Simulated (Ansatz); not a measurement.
## Electronic structure of ZrC4 in real space

Input

```
crystal:
  lattice:
    - [-1.7061501288, 1.7061501288, 3.9576232917]
    - [1.7061501288, -1.7061501288, 3.9576232917]
    - [1.7061501288, 1.7061501288, -3.9576232917]
  atoms:
    - { symbol: Zr, position: [0.0, 0.0, 0.0] }
    - { symbol: C, position: [0.75, 0.25, 0.5] }
    - { symbol: C, position: [0.25, 0.75, 0.5] }
    - { symbol: C, position: [0.4153757549, 0.4153757549, 0.0] }
    - { symbol: C, position: [0.5846242451, 0.5846242451, 0.0] }
basis:
  ecutwfc: 420
kpoints:
  mp_grid: { grid: [16, 16, 16] }
hamiltonian:
  xc: pbe
scf:
  occupations: { method: gaussian, width: 0.1 }
output:
  forces: true
  stress: true
  eigenvalues: true
  write_density: true
  write_potential: true
  elf: true
  volumetric_format: npy
relax:
  adjacent_minimum: "off"
  f_tol: 0.01
  max_steps: 80
  cell: { stress_tol: 0.05 }
```

Launched as:

```sh
ansatz run input.yaml --threads 1 --pin off --max-ram 2560MiB --backend cpu --events-out ev --progress --plain --runs-dir out
```

Below, planes, directions and counts refer to the conventional cell (a = 3.38 Å, b = 3.38 Å, c = 8.17 Å, α = 90.00°, β = 90.00°, γ = 90.00°).

The fields are those of the run's last geometry, not of the input's.

Space group I4/mmm; a structure generated by program, which may or may not match a known phase.

Computed with DFT PBE, scalar-relativistic, plane waves, PAW in Ansatz 0.2.0.

In a PAW calculation such maps are meaningful between the atoms, not at the nuclei.

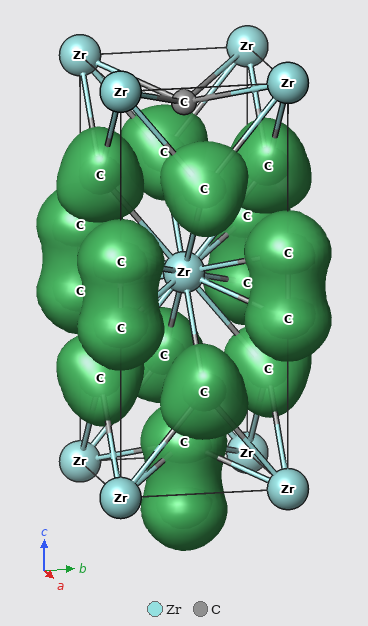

Figure 1. Isosurface of the electron localisation function at 0.65 (green), seen slightly off an axis. Core shells and regions of very low density are left out. Sticks mark near contacts.

> Describe the localisation domains.

The surface consists of two regions between bonded C–C atoms and four regions wrapped around C (the valence shell of each), counted in one cell of 10 atoms. Regions shared between cells count once.


C–C (1.33 Å): the ELF peaks at about 0.85 between the atoms. Zr–C (2.48 Å): the ELF peaks at about 0.70 in the valence shell of C, 0.7 Å from its nucleus, and is about 0.15 at the midpoint; no localised pair shows between them.

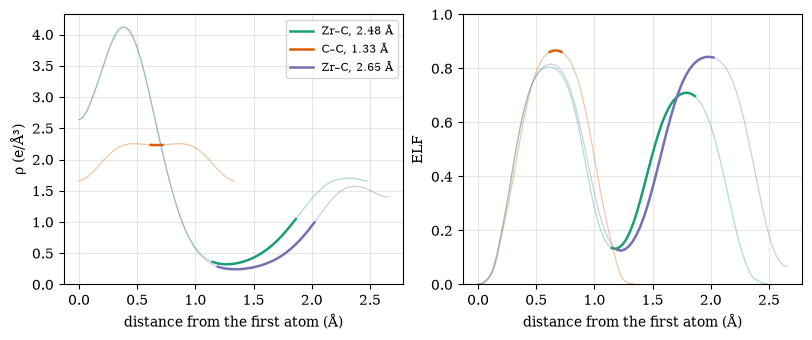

Figure 2. Valence charge density (pseudo) and electron localisation function along straight lines between neighbouring atoms. Thin, pale parts lie inside the atomic spheres.

> Compare the contacts.

Zr–C (2.48 Å): the density is about 0.33 e/Å³ at the midpoint; the ELF peaks at about 0.70 in the valence shell of C, 0.7 Å from its nucleus, and is about 0.15 at the midpoint; no shared electron pair shows on this line.
C–C (1.33 Å): ρ is about 2.2 e/Å³ halfway; the ELF peaks at about 0.85 between the atoms.
Zr–C (2.65 Å): ρ is about 0.24 e/Å³ halfway; the ELF is about 0.15 at the midpoint (no localised pair shows between them).

> Does the calculation make it a metal, or give it a gap?

It is gapless in this calculation (a metal or semimetal).
